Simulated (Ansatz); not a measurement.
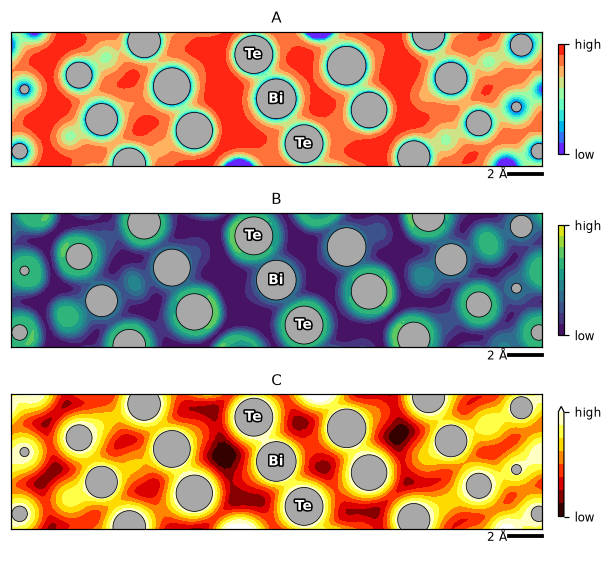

Bi2Te3: 3 fields on the (111) plane of the conventional cell, with unlabelled colour scales. Grey discs cover the atomic cores.

Space group R-3m.

Level of theory: DFT PBE, scalar-relativistic, plane waves, PAW (Ansatz).

**Match the panels to the quantities (electron localisation function, electrostatic potential energy of an electron and valence pseudo-density).**

Panel A: electrostatic potential energy of an electron (low next to the atoms, rising into the space between them). Panel B: electron localisation function. Panel C: valence pseudo-density. From the grid: Bi–Te (3.09 Å): ρ is about 0.28 e/Å³ halfway; the ELF peaks at about 0.65 in the valence shell of Te, 1.3 Å from its nucleus, and drops to about 0.35 between the two atoms. Bi–Te (3.29 Å): ρ is about 0.19 e/Å³ halfway; the ELF peaks at about 0.65 in the valence shell of Te, 1.3 Å from its nucleus, and drops to about 0.30 between the two atoms.
